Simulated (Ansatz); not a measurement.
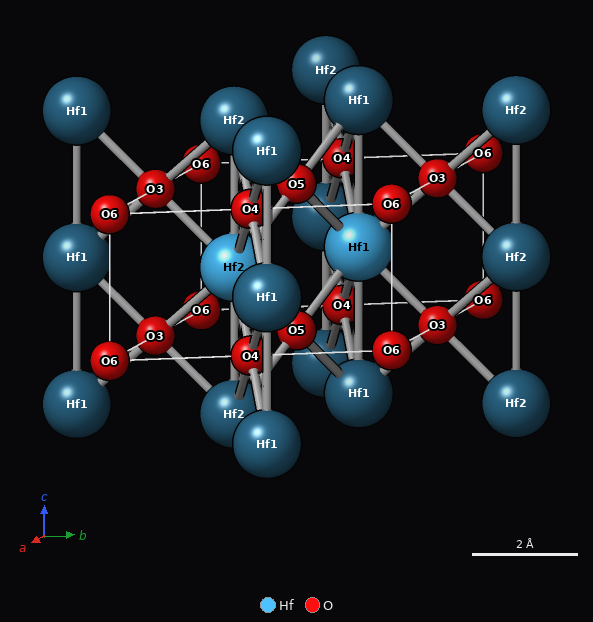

Fig. 1: The input geometry (ball-and-stick view of the cell of the calculation, seen slightly off an axis; neighbours outside the cell are drawn fainter; atoms are numbered from 1 in the order of the input). An atom can appear more than once, as a periodic image.

# Geometry relaxation, with input and output: HfO2 (part 1 of 2)

System: HfO2 (P6/mmm, 6 atoms in the cell).
Method: DFT PBE, scalar-relativistic, plane waves, PAW, no spin polarisation (Ansatz 0.2.0).

The structure was made by a generator, so it may or may not be a known phase. Figures and captions count atoms from 1; the log counts them from 0 in places.

The input
```yaml
crystal:
  lattice:
    - [5.5161626841, 0.0, 0.0]
    - [-2.758081342, 4.7771370158, 0.0]
    - [0.0, 0.0, 2.8616441271]
  atoms:
    - { symbol: Hf, position: [0.3333333333, 0.6666666667, 0.5] }
    - { symbol: Hf, position: [0.6666666667, 0.3333333333, 0.5] }
    - { symbol: O, position: [0.5, 0.0, 0.0] }
    - { symbol: O, position: [0.0, 0.5, 0.0] }
    - { symbol: O, position: [0.5, 0.5, 0.0] }
    - { symbol: O, position: [0.0, 0.0, 0.0] }
basis:
  ecutwfc: 420
kpoints:
  mp_grid: { grid: [12, 12, 14] }
hamiltonian:
  xc: pbe
scf:
  occupations: { method: gaussian, width: 0.1 }
output:
  forces: true
  stress: true
  eigenvalues: true
  write_density: true
  write_potential: true
  elf: true
  volumetric_format: npy
relax:
  adjacent_minimum: "off"
  f_tol: 0.01
  max_steps: 80
  cell: { stress_tol: 0.05 }
```

Machine: 1 thread of Intel Xeon @ 2.50GHz (Skylake/Cascade Lake), 189 GiB of memory available, shared host.

Run as:
```bash
ansatz run input.yaml --threads 1 --pin off --max-ram 2560MiB --backend cpu --events-out ev --progress --plain --runs-dir out
```

What the program printed
```
Engine: ansatz 0.2.0, x86_64-unknown-linux-gnu
Pseudopotentials: kind: paw
Pseudopotential: Hf, paw, valence charge 26, recommended cutoff 420 eV (normal), Hf.paw.azcp
Pseudopotential: O, paw, valence charge 6, recommended cutoff 420 eV (normal), O.paw.azcp
Functional definition: PBE
  parameter kappa = 0.804
  parameter beta = 0.06672455060314922
  exchange = pbe_x(kappa = kappa, mu = beta*pi^2/3)
  correlation = pbe_c(beta = beta)
Crystal: 6 atoms, lattice volume = 75.409 Å³
Basis set: ecut = 420 eV, 1479 PW (Γ), exchange–correlation on 80×80×40 points (8 copies of the dense FFT grid, shifted against one another)
Bands: 46, of which v1, the nominal top of the filled ones, is band 38 counted from 1 (37 counted from 0)
Symmetry: 24 space group operations
Space group: P6/mmm (ITA 191), of the structure as read, at distance tolerance 4.2e-5 Å
k-points: 152 of 2016
Non-local potential: Hf, projectors of the file, l = 0: 3, l = 1: 2, l = 2: 2, l = 3: 3
Non-local potential: O, projectors of the file, l = 0: 2, l = 1: 2, l = 2: 1
PAW form: soft (Blöchl's): semilocal exchange-correlation on the pseudo side does not see the compensation charge
PAW one-centre angular grid: Hf, 590 points (default); XC on 64 Gauss nodes
PAW one-centre angular grid: O, 110 points (default); XC on 64 Gauss nodes
Initial density: superposition of atomic densities (neutral atoms: chi_scale 0, normalization atom), corrected by the library's trained network
Initial wavefunctions: pseudopotential atomic-orbital guess
Functional: x = pbe(κ = 0.804, μ = 0.2195149727645171), c = pbe(β = 0.06672455060314922)
SCF iter   1: F=—  HF=-33715.506867 eV  |F-HF|=—  |Δ(HF+E_count)|=         —  Δρ=1.99e-2  dr2=2.79e-1  ethr=1.77e-3  ⟨swp⟩=5.8  Hψ=23687  notcnv=0
preconditioner: auto → LDOS  [metal: Δε(μ)=0.003 eV  Ē_g=17.367 eV  σ=0.100 eV  W_gap=0.02  n_scr=32 (ndim 8)  ℏωp=36.3 eV  f_vac=0.067  D(μ)=2.93/eV (n_scr^D=32)  β→1.0]
SCF iter   2: F=—  HF=-33715.489314 eV  |F-HF|=—  |Δ(HF+E_count)|=   1.76e-2  Δρ=1.57e-2  dr2=1.06e-1  ethr=3.67e-4  ⟨swp⟩=2.0  Hψ=13229  notcnv=0  defer=299
SCF iter   3: F=—  HF=-33715.466836 eV  |F-HF|=—  |Δ(HF+E_count)|=   2.25e-2  Δρ=1.99e-3  dr2=4.67e-3  ethr=1.40e-4  ⟨swp⟩=2.0  Hψ=11511  notcnv=0  defer=299
SCF iter   4: F=—  HF=-33715.466434 eV  |F-HF|=—  |Δ(HF+E_count)|=   4.01e-4  Δρ=5.95e-4  dr2=1.61e-4  ethr=6.14e-6  ⟨swp⟩=2.0  Hψ=10129  notcnv=0  defer=296
SCF iter   5: F=—  HF=-33715.466305 eV  |F-HF|=—  |Δ(HF+E_count)|=   1.30e-4  Δρ=1.89e-4  dr2=2.11e-5  ethr=2.11e-7  ⟨swp⟩=2.0  Hψ=12461  notcnv=0  defer=296
SCF iter   6: F=—  HF=-33715.466273 eV  |F-HF|=—  |Δ(HF+E_count)|=   3.19e-5  Δρ=7.21e-5  dr2=2.38e-6  ethr=2.77e-8  ⟨swp⟩=2.0  Hψ=11025  notcnv=0  defer=245
SCF iter   7: F=—  HF=-33715.466274 eV  |F-HF|=—  |Δ(HF+E_count)|=   9.63e-7  Δρ=2.66e-5  dr2=5.45e-7  ethr=3.14e-9  ⟨swp⟩=2.0  Hψ=10824  notcnv=0  defer=244
SCF iter   8: F=-33715.466274 eV  HF=-33715.466274 eV  |F-HF|=2.49e-8  |Δ(HF+E_count)|=   1.01e-7  Δρ=8.51e-6  dr2=4.58e-8  ethr=1.32e-10  ⟨swp⟩=11.5  Hψ=52154  notcnv=0
SCF 1 converged in 8 iterations: F = -33715.466274 eV  dr2 = 4.58e-8
  greatest PAW one-centre occupation: 0.999 electrons in one spin orbital (limit 2), on the Hf atom at site 1 (counted from 0), in its partial waves of l = 0
relax step   1: F+E_penalty+E_count = -33715.46627379 eV  Δ(F+E_penalty+E_count) = +0.000e0 eV  max|allowed force component| = 4.163e-17 eV/Å  Δτ_max = 0.0000 Å  P = +0.036 GPa  Ω = 75.409 Å³  (8 SCF iters, dr2 threshold 1.00e-7 eV, accepted)
Crystal: 6 atoms, lattice volume = 75.739 Å³
Basis set: ecut = 420 eV, 1485 PW (Γ), exchange–correlation on 80×80×40 points (8 copies of the dense FFT grid, shifted against one another)
Initial density: handed on by an earlier stage of this run
Initial wavefunctions: those handed on with the density
iter 1 solved again at ethr=4.58e-6 eV; its pass at ethr=3.10e-3 eV (dr2=3.48e-3 eV) is discarded
SCF iter   1: F=—  HF=-33715.464101 eV  |F-HF|=—  |Δ(HF+E_count)|=         —  Δρ=2.66e-3  dr2=3.69e-3  ethr=4.58e-6  ⟨swp⟩=2.0  Hψ=33608  notcnv=0
preconditioner: auto → LDOS  [metal: Δε(μ)=0.005 eV  Ē_g=17.379 eV  σ=0.100 eV  W_gap=0.03  n_scr=32 (ndim 8)  ℏωp=36.2 eV  f_vac=0.056  D(μ)=4.35/eV (n_scr^D=44)  β→1.0]
SCF iter   2: F=—  HF=-33715.463461 eV  |F-HF|=—  |Δ(HF+E_count)|=   6.39e-4  Δρ=2.15e-3  dr2=1.48e-3  ethr=4.58e-6  ⟨swp⟩=2.0  Hψ=12213  notcnv=0
SCF iter   3: F=—  HF=-33715.463241 eV  |F-HF|=—  |Δ(HF+E_count)|=   2.20e-4  Δρ=5.50e-4  dr2=1.67e-4  ethr=1.95e-6  ⟨swp⟩=2.0  Hψ=10894  notcnv=0
SCF iter   4: F=—  HF=-33715.463184 eV  |F-HF|=—  |Δ(HF+E_count)|=   5.71e-5  Δρ=1.38e-4  dr2=2.71e-5  ethr=2.19e-7  ⟨swp⟩=2.0  Hψ=9887  notcnv=0
SCF iter   5: F=—  HF=-33715.463182 eV  |F-HF|=—  |Δ(HF+E_count)|=   2.30e-6  Δρ=5.06e-5  dr2=1.41e-6  ethr=3.57e-8  ⟨swp⟩=2.0  Hψ=9811  notcnv=0
SCF iter   6: F=-33715.463180 eV  HF=-33715.463180 eV  |F-HF|=4.83e-8  |Δ(HF+E_count)|=   1.21e-6  Δρ=1.90e-5  dr2=1.63e-7  ethr=7.89e-10  ⟨swp⟩=10.5  Hψ=62138  notcnv=0
SCF 2 converged in 6 iterations: F = -33715.463180 eV  dr2 = 1.63e-7
relax step   2: F+E_penalty+E_count = -33715.46318025 eV  Δ(F+E_penalty+E_count) = +3.094e-3 eV  max|allowed force component| = 3.701e-17 eV/Å  Δτ_max = 0.0000 Å  P = -0.016 GPa  Ω = 75.739 Å³  energy of the carried Pulay correction = -1.704e-3 eV  (6 SCF iters, dr2 threshold 6.00e-7 eV, rejected (line search))
Crystal: 6 atoms, lattice volume = 75.557 Å³
iter 1 solved again at ethr=1.65e-6 eV; its pass at ethr=3.10e-3 eV (dr2=1.25e-3 eV) is discarded
SCF iter   1: F=—  HF=-33715.467566 eV  |F-HF|=—  |Δ(HF+E_count)|=         —  Δρ=1.50e-3  dr2=1.21e-3  ethr=1.65e-6  ⟨swp⟩=2.8  Hψ=31552  notcnv=0
preconditioner: auto → LDOS  [metal: Δε(μ)=0.011 eV  Ē_g=17.373 eV  σ=0.100 eV  W_gap=0.06  n_scr=32 (ndim 8)  ℏωp=36.2 eV  f_vac=0.053  D(μ)=4.08/eV (n_scr^D=32)  β→1.0]
SCF iter   2: F=—  HF=-33715.467337 eV  |F-HF|=—  |Δ(HF+E_count)|=   2.30e-4  Δρ=1.09e-3  dr2=3.67e-4  ethr=1.60e-6  ⟨swp⟩=2.0  Hψ=12111  notcnv=0
SCF iter   3: F=—  HF=-33715.467277 eV  |F-HF|=—  |Δ(HF+E_count)|=   5.95e-5  Δρ=3.12e-4  dr2=4.66e-5  ethr=4.83e-7  ⟨swp⟩=2.0  Hψ=11005  notcnv=0
SCF iter   4: F=—  HF=-33715.467236 eV  |F-HF|=—  |Δ(HF+E_count)|=   4.09e-5  Δρ=7.69e-5  dr2=7.46e-6  ethr=6.13e-8  ⟨swp⟩=2.0  Hψ=10324  notcnv=0
SCF iter   5: F=—  HF=-33715.467234 eV  |F-HF|=—  |Δ(HF+E_count)|=   1.89e-6  Δρ=2.69e-5  dr2=4.66e-7  ethr=9.81e-9  ⟨swp⟩=2.0  Hψ=9718  notcnv=0
SCF iter   6: F=—  HF=-33715.467234 eV  |F-HF|=—  |Δ(HF+E_count)|=   7.39e-7  Δρ=8.95e-6  dr2=4.41e-8  ethr=6.13e-10  ⟨swp⟩=2.0  Hψ=12142  notcnv=0
SCF iter   7: F=—  HF=-33715.467234 eV  |F-HF|=—  |Δ(HF+E_count)|=   7.95e-9  Δρ=1.69e-6  dr2=1.55e-9  ethr=5.80e-11  ⟨swp⟩=2.1  Hψ=8222  notcnv=0
SCF iter   8: F=—  HF=-33715.467234 eV  |F-HF|=—  |Δ(HF+E_count)|=  4.58e-10  Δρ=4.81e-7  dr2=7.83e-11  ethr=2.04e-12  ⟨swp⟩=2.0  Hψ=11570  notcnv=0
SCF iter   9: F=-33715.467234 eV  HF=-33715.467234 eV  |F-HF|=0.00e0  |Δ(HF+E_count)|=  8.00e-11  Δρ=2.25e-7  dr2=1.78e-11  ethr=1.00e-12  ⟨swp⟩=6.1  Hψ=33400  notcnv=0
SCF 3 converged in 9 iterations: F = -33715.467234 eV  dr2 = 1.78e-11
relax step   3: F+E_penalty+E_count = -33715.46723371 eV  Δ(F+E_penalty+E_count) = -9.599e-4 eV  max|allowed force component| = 3.238e-17 eV/Å  Δτ_max = 0.0000 Å  P = -0.008 GPa  Ω = 75.557 Å³  energy of the carried Pulay correction = -7.629e-4 eV  (9 SCF iters, accepted)
Initial wavefunctions: pseudopotential atomic-orbital guess (no wavefunctions were taken with the density)
iter 1 solved again at ethr=8.88e-8 eV; its pass at ethr=3.10e-3 eV (dr2=6.75e-5 eV) is discarded
SCF iter   1: F=—  HF=-33715.468036 eV  |F-HF|=—  |Δ(HF+E_count)|=         —  Δρ=1.05e-4  dr2=2.98e-7  ethr=8.88e-8  ⟨swp⟩=4.0  Hψ=43609  notcnv=0
preconditioner: auto → LDOS  [metal: Δε(μ)=0.006 eV  Ē_g=17.374 eV  σ=0.100 eV  W_gap=0.03  n_scr=32 (ndim 8)  ℏωp=36.2 eV  f_vac=0.053  D(μ)=4.13/eV (n_scr^D=32)  β→1.0]
SCF iter   2: F=—  HF=-33715.468066 eV  |F-HF|=—  |Δ(HF+E_count)|=   2.93e-5  Δρ=1.58e-5  dr2=1.40e-7  ethr=3.92e-10  ⟨swp⟩=2.2  Hψ=12878  notcnv=0
SCF iter   3: F=—  HF=-33715.468066 eV  |F-HF|=—  |Δ(HF+E_count)|=   6.00e-8  Δρ=6.70e-6  dr2=2.56e-8  ethr=1.84e-10  ⟨swp⟩=2.0  Hψ=12188  notcnv=0
SCF iter   4: F=—  HF=-33715.468066 eV  |F-HF|=—  |Δ(HF+E_count)|=   2.37e-8  Δρ=2.48e-6  dr2=2.20e-9  ethr=3.37e-11  ⟨swp⟩=2.0  Hψ=11481  notcnv=0
SCF iter   5: F=—  HF=-33715.468066 eV  |F-HF|=—  |Δ(HF+E_count)|=   1.92e-9  Δρ=4.86e-7  dr2=1.20e-10  ethr=2.90e-12  ⟨swp⟩=2.0  Hψ=11166  notcnv=0
SCF iter   6: F=-33715.468066 eV  HF=-33715.468066 eV  |F-HF|=1.46e-11  |Δ(HF+E_count)|=  2.47e-10  Δρ=1.84e-7  dr2=2.88e-11  ethr=1.00e-12  ⟨swp⟩=6.3  Hψ=34940  notcnv=0
SCF 4 converged in 6 iterations: F = -33715.468066 eV  dr2 = 2.88e-11
relax step   4: F+E_penalty+E_count = -33715.46806575 eV  Δ(F+E_penalty+E_count) = -8.320e-4 eV  max|allowed force component| = 4.163e-17 eV/Å  Δτ_max = 0.0000 Å  P = +0.008 GPa  Ω = 75.557 Å³  stress off target by 1.85e-2 GPa  SCF on the basis re-selected at this cell (its energy is not comparable with the rows above)  (6 SCF iters)
```

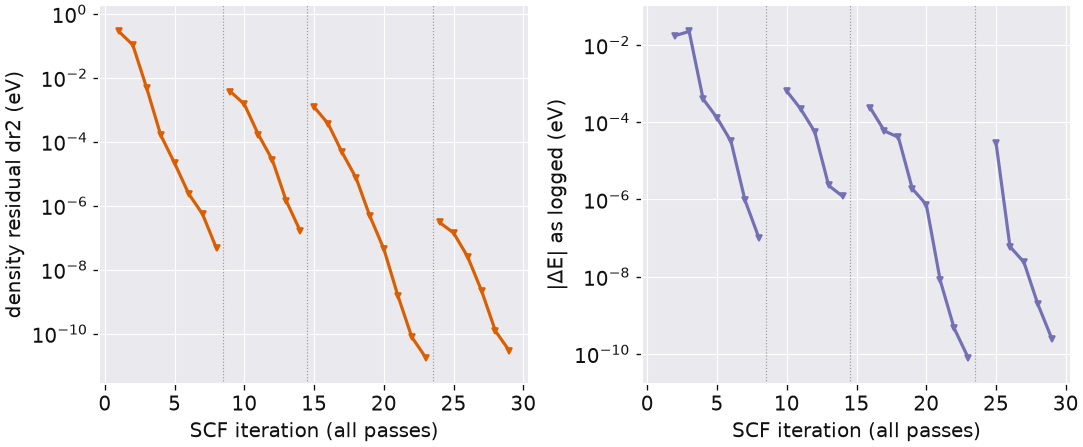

Fig. 2: Convergence of the self-consistent field: density residual dr2 and size of the energy change against the SCF iteration. The dotted lines part the SCF passes of the relaxation: geometry steps, rejected trials and re-solves on a re-selected basis. The passes take 8, 6, 9 and 6 iterations.

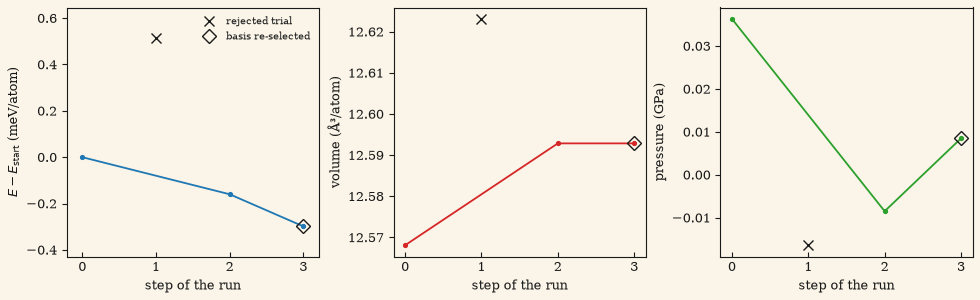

Fig. 3: Progress of the relaxation, step by step (the first geometry is step 0 here and step 1 in the log). After 2 geometry steps the energy has fallen by 0.2 meV per atom. All forces vanish by symmetry, so only the cell relaxes. Pressure: 0.04 GPa at the start and 0.01 GPa at the end. The line search rejected the trial step at point 1 (counted from 0) and went back. The atoms keep their places relative to the cell (all moves are under 0.005 Å). A last SCF at the same geometry on a re-selected plane-wave basis shifts the energy by −0.1 meV per atom.

```
basis re-selected at this cell: Δ(F+E_penalty+E_count) = -8.320e-4 eV, ΔP = +0.017 GPa vs the last step (what re-selecting the basis moved, of the pressure what is left beyond the Pulay correction that the steps carried, after the strain that the cell walked since its last selection, with what the two solves' SCF thresholds leave and, on support functions, any second-order correction that the steps lacked; it is no measure of the basis error at this ecutwfc). This SCF's stress stands 1.85e-2 GPa from its target on what of the cell is left free (relax.cell.stress_tol is 5.00e-2 GPa) and its largest allowed force component is 4.16e-17 eV/Å (relax.f_tol is 1.00e-2 eV/Å): within both
SCF converged after 6 iterations
Free energy (F): -33715.468066 eV
Harris-Foulkes:  -33715.468066 eV  (|F-HF|=1.46e-11)
Internal energy: -33715.447390 eV  (E = F + TS)
E sigma→0 (E₀):  -33715.457728 eV
Entropy (-TS):   -0.020675 eV (-3.446 meV/atom)
Fermi energy:    15.047289 eV
```
